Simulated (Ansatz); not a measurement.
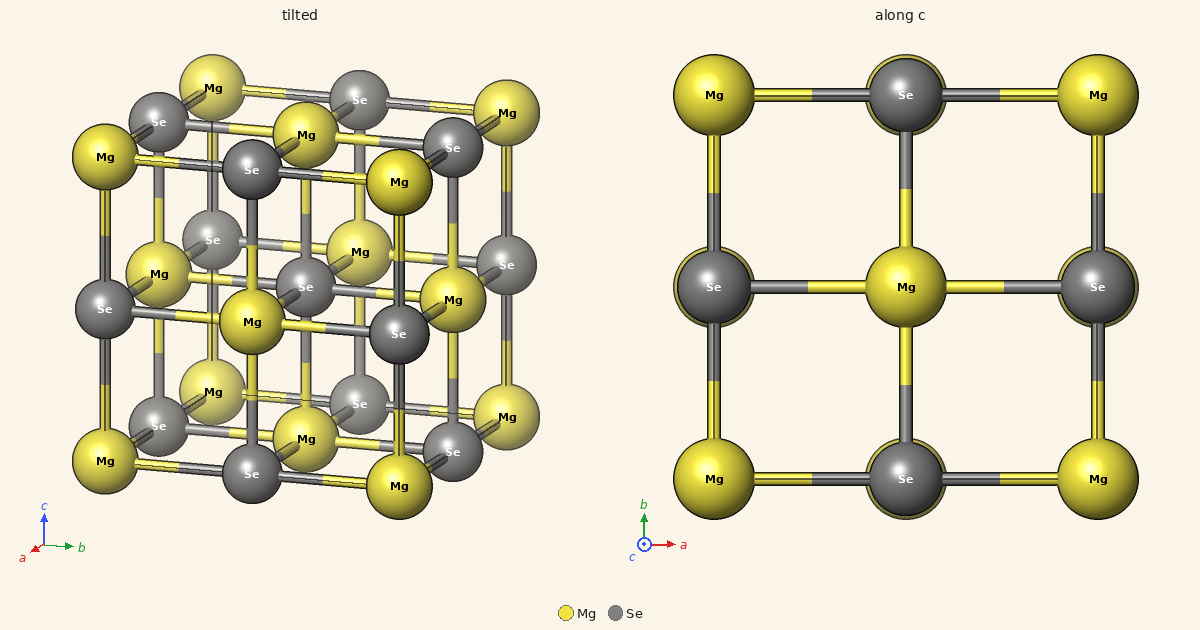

Structure drawing (ball-and-stick), viewed slightly off an axis and along the c axis. One conventional unit cell is framed, with atoms on its boundary repeated. Cell: a = 5.467 Å, b = 5.467 Å, c = 5.467 Å, α = 90.00°, β = 90.00°, γ = 90.00°.

Characterise what is shown.

The formula is MgSe. The lattice is face-centred cubic and the space group Fm-3m (No. 225). The arrangement is known as rock salt (NaCl type). In the cell are 4 Mg, 4 Se, which makes 4 formula units. Each Mg has six Se in an octahedral arrangement at about 2.7 Å. Each Se atom is coordinated by six Mg in an octahedral arrangement at about 2.7 Å. The bonds build a three-dimensional framework.

Provenance: a structure listed in the Materials Project. Earlier steps of the study may have refined or changed the cell and positions. Ansatz was used for an electronic-structure calculation on it.
